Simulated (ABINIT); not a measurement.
# Single-point calculation of CoSi

CoSi (Pm-3m, 2 atoms in the cell), computed with Kohn-Sham DFT of a periodic cell, PBE, JTH PAW PBE v2.0, spin-polarised (ABINIT 10.8.3).

The structure derives from a Materials Project entry.

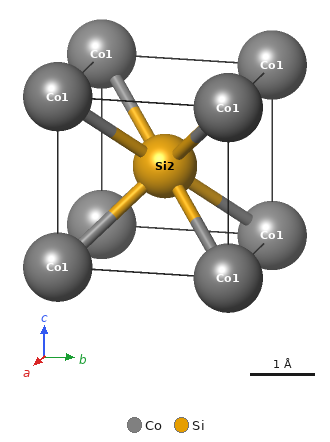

The input geometry (ball-and-stick view of the cell of the calculation, seen slightly off an axis; atoms are numbered from 1 in the order of the input).

## Key numbers

| quantity | value |
| --- | --- |
| outcome | converged |
| space group (tolerance 0.01 Å) | Pm-3m (221) |
| electrons treated | 21 |
| free energy | −4093.2175 eV |
| Fermi energy | 14.359 eV |
| gap on the k-point mesh | none (metallic) |
| net moment of the cell | 0.56 μB |
| pressure | 0.37 GPa |
| largest force (length of the vector) | under 0.001 eV/Å |
| hardware | 4 threads of Intel Xeon @ 2.50GHz (Skylake/Cascade Lake), 64 GiB of memory available, shared host |
| wall time | 34 s (CPU time 2.2 min) |
| peak memory | 0.44 GiB |

## Remarks

Points of doubt noted for this run: cutoff too low for stress.

## Input
```
# Pseudopotentials
pp_dirpath "./"
pseudos "Co.GGA_PBE-JTH.xml, Si.GGA_PBE-JTH.xml"

# Structure
acell 3*1.0
rprim
     5.2559595211     0.0000000000     0.0000000000
     0.0000000000     5.2559595211     0.0000000000
     0.0000000000     0.0000000000     5.2559595211
ntypat 2
znucl 27 14
natom 2
typat 1 2
xred
     0.0000000000     0.0000000000     0.0000000000
     0.5000000000     0.5000000000     0.5000000000

# Plane-wave basis
ecut 22.0
pawecutdg 44.0
pawxcdev 0

# k points
kptopt 1
ngkpt 8 8 8
nshiftk 1
shiftk 0.0 0.0 0.0

# Exchange and correlation
ixc 11

# Bands and occupations
nband 15
occopt 3
tsmear 0.05 eV

# Spin
nsppol 2
spinat
     0.0000000000     0.0000000000     2.0000000000
     0.0000000000     0.0000000000     0.0000000000

# SCF cycle
nstep 100
tolvrs 1.0e-9

# Output
iomode 3
prtwf 0
prtden 0
prteig 0
prtebands 0
```

Command:
```bash
mpirun --bind-to none -np 4 abinit run.abi > log 2>&1
```

## Output
```
.Version 10.8.3 of ABINIT
 Symmetries : space group Pm -3 m (#221); Bravais cP (primitive cubic)
================================================================================
 Values of the parameters that define the memory need of the present run
     intxc =       0    ionmov =       0      iscf =      17    lmnmax =      18
     lnmax =       6     mgfft =      24  mpssoang =       3    mqgrid =    3001
     natom =       2  nloc_mem =       2    nspden =       2   nspinor =       1
    nsppol =       2      nsym =      48    n1xccc =       1    ntypat =       2
    occopt =       3   xclevel =       2
       mpw =         731          nfft =       13824          nkpt =          35
Pmy_natom=         1
 PAW method is used; the additional fine FFT grid is defined by:
   mgfftf=        32    nfftf =     32768
================================================================================
================================================================================

--------------------------------------------------------------------------------
------------- Echo of variables that govern the present computation ------------
--------------------------------------------------------------------------------
 -outvars: echo values of preprocessed input variables --------
            acell      1.0000000000E+00  1.0000000000E+00  1.0000000000E+00 Bohr
              amu      5.89332000E+01  2.80855000E+01
             ecut      2.20000000E+01 Hartree
              ixc          11
         kptrlatt        8    0    0      0    8    0      0    0    8
          kptrlen      4.20476762E+01
            natom           2
            nband          15
            ngfft          24      24      24
          ngfftdg          32      32      32
             nkpt          35
           nspden           2
           nsppol           2
            nstep         100
             nsym          48
           ntypat           2
           occopt           3
        pawecutdg      4.40000000E+01 Hartree
         pawxcdev           0
           prtden           0
        prtebands           0
           prteig           0
            prtwf           0
            rprim      5.2559595211E+00  0.0000000000E+00  0.0000000000E+00
                       0.0000000000E+00  5.2559595211E+00  0.0000000000E+00
                       0.0000000000E+00  0.0000000000E+00  5.2559595211E+00
          spgroup         221
           spinat      0.0000000000E+00  0.0000000000E+00  2.0000000000E+00
                       0.0000000000E+00  0.0000000000E+00  0.0000000000E+00
           tolvrs      1.00000000E-09
           tsmear      1.83746611E-03 Hartree
            typat      1  2
           useylm           1
           xangst      0.0000000000E+00  0.0000000000E+00  0.0000000000E+00
                       1.3906669991E+00  1.3906669991E+00  1.3906669991E+00
            xcart      0.0000000000E+00  0.0000000000E+00  0.0000000000E+00
                       2.6279797605E+00  2.6279797605E+00  2.6279797605E+00
             xred      0.0000000000E+00  0.0000000000E+00  0.0000000000E+00
                       5.0000000000E-01  5.0000000000E-01  5.0000000000E-01
            znucl       27.00000   14.00000

================================================================================

 chkinp: Checking input parameters for consistency.

================================================================================
== DATASET  1 ==================================================================

--- !DatasetInfo
iteration_state: {dtset: 1, }
dimensions: {natom: 2, nkpt: 35, mband: 15, nsppol: 2, nspinor: 1, nspden: 2, mpw: 731, }
cutoff_energies: {ecut:  22.0, pawecutdg:  44.0, }
electrons: {nelect:   2.10000000E+01, charge:   0.00000000E+00, occopt:   3.00000000E+00, tsmear:   1.83746611E-03, }
meta: {optdriver: 0, ionmov: 0, optcell: 0, iscf: 17, paral_kgb: 0, }
...

 Exchange-correlation functional for the present dataset will be:
  GGA: Perdew-Burke-Ernzerhof functional - ixc=11
  J.P.Perdew, K.Burke, M.Ernzerhof, PRL 77, 3865 (1996)

 Real(R)+Recip(G) space primitive vectors, cartesian coordinates (Bohr,Bohr^-1):
 R(1)=  5.2559595  0.0000000  0.0000000  G(1)=  0.1902602  0.0000000  0.0000000
 R(2)=  0.0000000  5.2559595  0.0000000  G(2)=  0.0000000  0.1902602  0.0000000
 R(3)=  0.0000000  0.0000000  5.2559595  G(3)=  0.0000000  0.0000000  0.1902602
 Unit cell volume ucvol=  1.4519646E+02 bohr^3
 Angles (23,13,12)=  9.00000000E+01  9.00000000E+01  9.00000000E+01 degrees

 Coarse grid specifications (used for wave-functions):

 getcut: wavevector=  0.0000  0.0000  0.0000  ngfft=  24  24  24
         ecut(hartree)=     22.000   => boxcut(ratio)=   2.16263

 Fine grid specifications (used for densities):

 getcut: wavevector=  0.0000  0.0000  0.0000  ngfft=  32  32  32
         ecut(hartree)=     44.000   => boxcut(ratio)=   2.03895

--- Pseudopotential description ------------------------------------------------
- pspini: atom type   1  psp file is ./Co.GGA_PBE-JTH.xml
 Pseudopotential format is: paw10
 basis_size (lnmax)=  6 (lmn_size= 18), orbitals=   0   0   1   1   2   2
 Spheres core radius: rc_sph= 2.10903434
 Shapefunction is SIN type: shapef(r)=[sin(pi*r/rshp)/(pi*r/rshp)]**2
 Radius for shape functions =  1.60384542
 Compensation charge density is not taken into account in XC energy/potential

- pspini: atom type   2  psp file is ./Si.GGA_PBE-JTH.xml
 Pseudopotential format is: paw10
 basis_size (lnmax)=  4 (lmn_size=  8), orbitals=   0   0   1   1
 Spheres core radius: rc_sph= 1.90944987
 Shapefunction is BESSEL type: shapef(r,l)=aa(1,l)*jl(q(1,l)*r)+aa(2,l)*jl(q(2,l)*r)
 Radius for shape functions =  1.60149249
 Compensation charge density is not taken into account in XC energy/potential

   4.16908843E+02                                ecore*ucvol(ha*bohr**3)
--------------------------------------------------------------------------------

================================================================================

--- !BeginCycle
iteration_state: {dtset: 1, }
solver: {iscf: 17, nstep: 100, nline: 4, wfoptalg: 10, }
tolerances: {tolvrs: 1.00E-09, }
...

     iter   Etot(hartree)      deltaE(h)  residm     nres2   difmagsph maxmagsph
 ETOT  1  -147.94811780405    -1.479E+02 1.932E+01 7.780E+01 7.176E-01 7.176E-01
 ETOT  2  -150.74993577984    -2.802E+00 2.464E-01 2.122E+02 5.795E-01 1.381E-01
 ETOT  3  -150.42199292323     3.279E-01 3.137E-01 5.943E+00 5.278E-01 6.659E-01
 ETOT  4  -150.41786908328     4.124E-03 2.318E-01 9.830E-01 7.988E-02 5.860E-01
 ETOT  5  -150.42131521873    -3.446E-03 3.240E-02 2.037E-01 1.399E-02 5.985E-01
 ETOT  6  -150.42208012793    -7.649E-04 2.691E-02 3.128E-02 1.989E-02 6.081E-01
 ETOT  7  -150.42244523443    -3.651E-04 6.781E-03 1.605E-02 1.830E-02 5.898E-01
 ETOT  8  -150.42266364142    -2.184E-04 5.012E-03 3.907E-02 9.613E-03 5.994E-01
 ETOT  9  -150.42272845663    -6.482E-05 8.884E-04 1.489E-02 2.116E-02 5.783E-01
 ETOT 10  -150.42283536028    -1.069E-04 4.551E-04 3.291E-03 1.289E-03 5.796E-01
 ETOT 11  -150.42289757227    -6.221E-05 4.206E-04 4.460E-04 4.765E-03 5.843E-01
 ETOT 12  -150.42292301173    -2.544E-05 8.368E-04 1.085E-03 4.805E-04 5.848E-01
 ETOT 13  -150.42293817655    -1.516E-05 3.087E-04 4.762E-04 5.980E-04 5.850E-01
 ETOT 14  -150.42294674156    -8.565E-06 5.396E-04 2.363E-03 3.215E-03 5.882E-01
 ETOT 15  -150.42295418347    -7.442E-06 1.625E-04 1.498E-03 1.682E-03 5.865E-01
 ETOT 16  -150.42295830814    -4.125E-06 3.997E-04 1.291E-03 1.453E-04 5.865E-01
 ETOT 17  -150.42296224327    -3.935E-06 1.204E-04 8.957E-04 3.258E-03 5.832E-01
 ETOT 18  -150.42296495369    -2.710E-06 2.310E-04 4.004E-04 7.571E-03 5.757E-01
 ETOT 19  -150.42296615177    -1.198E-06 1.094E-04 1.593E-04 7.344E-04 5.749E-01
 ETOT 20  -150.42296671648    -5.647E-07 2.236E-04 6.965E-05 1.257E-03 5.762E-01
 ETOT 21  -150.42296756355    -8.471E-07 9.675E-05 2.360E-05 2.459E-03 5.737E-01
 ETOT 22  -150.42296815777    -5.942E-07 2.277E-04 1.837E-05 2.367E-04 5.740E-01
 ETOT 23  -150.42296854579    -3.880E-07 9.210E-05 2.860E-05 7.092E-04 5.747E-01
 ETOT 24  -150.42296908818    -5.424E-07 2.223E-04 1.078E-04 2.827E-03 5.718E-01
 ETOT 25  -150.42296947731    -3.891E-07 8.885E-05 1.078E-04 5.868E-03 5.660E-01
 ETOT 26  -150.42296966781    -1.905E-07 2.156E-04 4.713E-06 3.358E-03 5.626E-01
 ETOT 27  -150.42296986644    -1.986E-07 8.593E-05 1.019E-05 2.791E-03 5.598E-01
 ETOT 28  -150.42296998345    -1.170E-07 2.033E-04 2.775E-06 3.810E-05 5.598E-01
 ETOT 29  -150.42297007135    -8.791E-08 7.985E-05 2.902E-07 6.387E-04 5.605E-01
 ETOT 30  -150.42297013735    -6.600E-08 1.862E-04 6.853E-08 4.853E-04 5.609E-01
 ETOT 31  -150.42297018849    -5.113E-08 7.234E-05 1.230E-08 1.925E-04 5.611E-01
 ETOT 32  -150.42297022755    -3.906E-08 1.665E-04 3.426E-08 1.552E-04 5.610E-01
 ETOT 33  -150.42297025765    -3.010E-08 6.405E-05 6.425E-09 1.229E-04 5.609E-01
 ETOT 34  -150.42297028114    -2.350E-08 1.456E-04 4.477E-09 2.098E-05 5.608E-01
 ETOT 35  -150.42297029944    -1.830E-08 5.553E-05 1.606E-09 4.628E-05 5.609E-01
 ETOT 36  -150.42297031377    -1.433E-08 1.250E-04 4.104E-09 1.067E-05 5.609E-01
 ETOT 37  -150.42297032499    -1.122E-08 4.729E-05 5.130E-10 1.072E-05 5.609E-01

 At SCF step   37       nres2   =  5.13E-10 < tolvrs=  1.00E-09 =>converged.

 Cartesian components of stress tensor (hartree/bohr^3)
  sigma(1 1)= -1.26047992E-05  sigma(3 2)=  0.00000000E+00
  sigma(2 2)= -1.26047992E-05  sigma(3 1)=  0.00000000E+00
  sigma(3 3)= -1.26047992E-05  sigma(2 1)=  0.00000000E+00

--- !ResultsGS
iteration_state: {dtset: 1, }
comment   : Summary of ground state results
lattice_vectors:
- [  5.2559595,   0.0000000,   0.0000000, ]
- [  0.0000000,   5.2559595,   0.0000000, ]
- [  0.0000000,   0.0000000,   5.2559595, ]
lattice_lengths: [   5.25596,    5.25596,    5.25596, ]
lattice_angles: [ 90.000,  90.000,  90.000, ] # degrees, (23, 13, 12)
lattice_volume:   1.4519646E+02
convergence: {deltae: -1.122E-08, res2:  5.130E-10, residm:  4.729E-05, diffor: null, }
etotal    :  -1.50422970E+02
entropy   :   0.00000000E+00
fermie    :   5.27674040E-01
cartesian_stress_tensor: # hartree/bohr^3
- [ -1.26047992E-05,   0.00000000E+00,   0.00000000E+00, ]
- [  0.00000000E+00,  -1.26047992E-05,   0.00000000E+00, ]
- [  0.00000000E+00,   0.00000000E+00,  -1.26047992E-05, ]
pressure_GPa:   3.7085E-01
xred      :
- [  0.0000E+00,   0.0000E+00,   0.0000E+00, Co]
- [  5.0000E-01,   5.0000E-01,   5.0000E-01, Si]
cartesian_forces: # hartree/bohr
- [ -0.00000000E+00,  -0.00000000E+00,  -0.00000000E+00, ]
- [ -0.00000000E+00,  -0.00000000E+00,  -0.00000000E+00, ]
force_length_stats: {min:   0.00000000E+00, max:   0.00000000E+00, mean:   0.00000000E+00, }
...

 Integrated electronic and magnetization densities in atomic spheres:
 ------------------------------------------------------------------------------------------------------------
 Radius=ratsph(iatom), smearing ratsm=  0.0000. Diff(up-dn)=approximate z local magnetic moment.
    Atom    Radius    up_density   dn_density  Total(up+dn)  Diff(up-dn)
    1 Co   2.10903     8.156151     7.595272     15.751423     0.560879
    2 Si   1.90945     0.778355     0.769906      1.548261     0.008450
 ------------------------------------------------------------------------------------------------------------
  Sum:                 8.934506     8.365178     17.299683     0.569328
 Total magnetization (from the atomic spheres):                0.569328
 Total magnetization (exact up - dn):                          0.558348

================================================================================

 ----iterations are completed or convergence reached----

 Mean square residual over all n,k,spin=   52.238E-09; max=  47.286E-06
 reduced coordinates (array xred) for    2 atoms
       0.000000000000      0.000000000000      0.000000000000
       0.500000000000      0.500000000000      0.500000000000
 rms dE/dt=  0.0000E+00; max dE/dt=  0.0000E+00; dE/dt below (all hartree)
    1       0.000000000000      0.000000000000      0.000000000000
    2       0.000000000000      0.000000000000      0.000000000000

 cartesian coordinates (angstrom) at end:
    1      0.00000000000000     0.00000000000000     0.00000000000000
    2      1.39066699905394     1.39066699905394     1.39066699905394

 cartesian forces (hartree/bohr) at end:
    1     -0.00000000000000    -0.00000000000000    -0.00000000000000
    2     -0.00000000000000    -0.00000000000000    -0.00000000000000
 frms,max,avg= 0.0000000E+00 0.0000000E+00   0.000E+00  0.000E+00  0.000E+00 h/b

 cartesian forces (eV/Angstrom) at end:
    1     -0.00000000000000    -0.00000000000000    -0.00000000000000
    2     -0.00000000000000    -0.00000000000000    -0.00000000000000
 frms,max,avg= 0.0000000E+00 0.0000000E+00   0.000E+00  0.000E+00  0.000E+00 e/A
 length scales=  1.000000000000  1.000000000000  1.000000000000 bohr
              =  0.529177210544  0.529177210544  0.529177210544 angstroms
 Fermi (or HOMO) energy (hartree) =   0.52767   Average Vxc (hartree)=  -0.46671
 Magnetization (Bohr magneton)=  5.58340540E-01
 Total spin up =  1.07791703E+01   Total spin down =  1.02208297E+01
 Eigenvalues (hartree) for nkpt=  35  k points, SPIN UP:
 kpt#   1, nband= 15, wtk=  0.00195, kpt=  0.0000  0.0000  0.0000 (reduced coord)
  -2.98626   -1.63700   -1.63700   -1.63700    0.00059    0.37356    0.37356    0.46870
   0.46870    0.46870    0.63407    0.63407    0.63407    0.80312    0.80312
      occupation numbers for kpt#   1
   1.00000    1.00000    1.00000    1.00000    1.00000    1.00000    1.00000    1.00000
   1.00000    1.00000    0.00000    0.00000    0.00000    0.00000    0.00000
 prteigrs : prtvol=0 or 1, do not print more k-points.

 Eigenvalues (hartree) for nkpt=  35  k points, SPIN DOWN:
 kpt#   1, nband= 15, wtk=  0.00195, kpt=  0.0000  0.0000  0.0000 (reduced coord)
  -2.96180   -1.61320   -1.61320   -1.61320    0.00128    0.39577    0.39577    0.48199
   0.48199    0.48199    0.63500    0.63500    0.63500    0.81362    0.81362
      occupation numbers for kpt#   1
   1.00000    1.00000    1.00000    1.00000    1.00000    1.00000    1.00000    1.00000
   1.00000    1.00000    0.00000    0.00000    0.00000    0.00000    0.00000
 prteigrs : prtvol=0 or 1, do not print more k-points.

--- !EnergyTerms
iteration_state     : {dtset: 1, }
comment             : Components of total free energy in Hartree
kinetic             :  1.36769643135041E+01
hartree             :  4.62201753776236E+01
xc                  : -5.66220705956276E+00
Ewald energy        : -9.26984900904909E+01
psp_core            :  2.87134297878953E+00
local_psp           : -1.42193698135935E+02
PAW spherical_terms :  2.73636323384717E+01
internal            : -1.50422280277599E+02
'-kT*entropy'       : -6.94505373174974E-04
total_energy        : -1.50422974782973E+02
total_energy_eV     : -4.09321766708893E+03
...

--- !EnergyTermsDC
iteration_state     : {dtset: 1, }
comment             : '"Double-counting" decomposition of free energy'
band_energy         : -1.08647374235786E+01
Ewald energy        : -9.26984900904909E+01
psp_core            :  2.87134297878953E+00
xc_dc               : -4.59062928942073E+01
PAW spherical_terms : -3.82409839013174E+00
internal            : -1.50422275819619E+02
'-kT*entropy'       : -6.94505373174974E-04
total_energy_dc     : -1.50422970324992E+02
total_energy_dc_eV  : -4.09321754578110E+03
...

--- !EnergyTermsWithPAWCore
iteration_state     : {dtset: 1, }
comment             : 'Components of total free energy, including PAW core contributions'
Total energy        : -1.68351342910903E+03
Total energy DC     : -1.68351342465105E+03
Total energy (eV)   : -4.58107341697817E+04
Total energy DC (eV): -4.58107340484738E+04
...

 Cartesian components of stress tensor (hartree/bohr^3)
  sigma(1 1)= -1.26047992E-05  sigma(3 2)=  0.00000000E+00
  sigma(2 2)= -1.26047992E-05  sigma(3 1)=  0.00000000E+00
  sigma(3 3)= -1.26047992E-05  sigma(2 1)=  0.00000000E+00

-Cartesian components of stress tensor (GPa)         [Pressure=  3.7085E-01 GPa]
- sigma(1 1)= -3.70845996E-01  sigma(3 2)=  0.00000000E+00
- sigma(2 2)= -3.70845996E-01  sigma(3 1)=  0.00000000E+00
- sigma(3 3)= -3.70845996E-01  sigma(2 1)=  0.00000000E+00

== END DATASET(S) ==============================================================
================================================================================

 -outvars: echo values of variables after computation  --------
            acell      1.0000000000E+00  1.0000000000E+00  1.0000000000E+00 Bohr
           etotal     -1.5042297032E+02
            fcart     -0.0000000000E+00 -0.0000000000E+00 -0.0000000000E+00
                      -0.0000000000E+00 -0.0000000000E+00 -0.0000000000E+00
            rprim      5.2559595211E+00  0.0000000000E+00  0.0000000000E+00
                       0.0000000000E+00  5.2559595211E+00  0.0000000000E+00
                       0.0000000000E+00  0.0000000000E+00  5.2559595211E+00
           strten     -1.2604799219E-05 -1.2604799219E-05 -1.2604799219E-05
                       0.0000000000E+00  0.0000000000E+00  0.0000000000E+00
           xangst      0.0000000000E+00  0.0000000000E+00  0.0000000000E+00
                       1.3906669991E+00  1.3906669991E+00  1.3906669991E+00
             xred      0.0000000000E+00  0.0000000000E+00  0.0000000000E+00
                       5.0000000000E-01  5.0000000000E-01  5.0000000000E-01
 Calculation completed.
```
